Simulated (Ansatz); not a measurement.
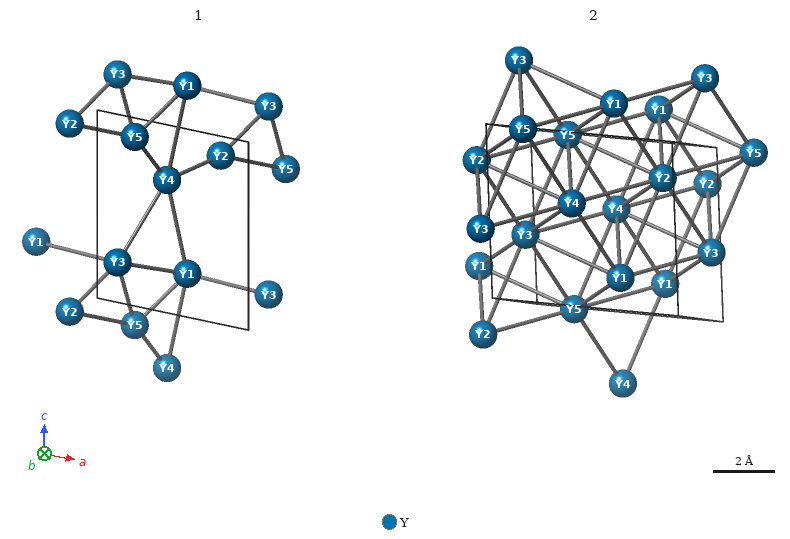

Two geometries of crystalline Y (built on the random type) (coarse preliminary run), drawn at one scale. One is the start of a relaxation, the other its converged end. A ball-and-stick model of the cell of the calculation, reduced to other axes, seen along the b axis. Lengths and directions refer to the drawn axes.

Level of theory: DFT PBE, scalar-relativistic, plane waves, PAW (Ansatz). Set-up: plane-wave cutoff 420 eV; k-point mesh 4 × 4 × 4; occupations gaussian; smearing width 0.1 eV; no spin polarisation; cell and atoms relaxed; force threshold 0.04 eV/Å; at most 70 steps.

Q: Which of the two is the end point?

A: Structure 2 is the relaxed one. Case: random cell without symmetry. The atom that moves furthest relative to the cell is Y3 (1.71 Å along [−1 −1 2]). The volume changes by −18.1 %, with a 5.109 → 6.192 Å (+21.2 %), b 6.435 → 5.062 Å (−21.3 %), c 6.822 → 6.199 Å (−9.1 %), α 114.9° → 114.1°, β 98.1° → 99.6°, γ 96.2° → 66.0°. Near-neighbour distances that change, for instance: Y1–Y5 7.173 → 3.581 Å, Y1–Y3 2.715 → 6.195 Å, Y3–Y4 6.919 → 3.581 Å, Y2–Y3 6.225 → 3.579 Å. New bonds form: Y1–Y3 (another periodic image) (5.26 → 3.57 Å), Y1–Y3 (another periodic image) (5.54 → 3.58 Å), Y1–Y4 (6.18 → 3.58 Å), Y1–Y5 (7.17 → 3.58 Å). Bonds break: Y1–Y3 (2.71 → 6.19 Å). Among the angles between lasting bonds that change: Y1–Y5–Y2 103.9° → 180.0°, Y4–Y1–Y5 122.7° → 60.0°, Y4–Y3–Y5 118.7° → 60.0°. The space group (tolerance 0.01 Å) goes from P1 (No. 1) to Fm-3m (No. 225). Over 17 accepted moves (19 points after the start) the energy falls by 2200 meV per atom. Largest force component: 4.8 eV/Å at the start, 0.0013 eV/Å at the end. The pressure goes from 7.79 to 0.01 GPa. At 2 points the geometry stayed and the basis and grid were re-selected for the new cell (energy shift of 10.6 meV per atom at most each time). The run took about 2.5 core-minutes on a shared host.
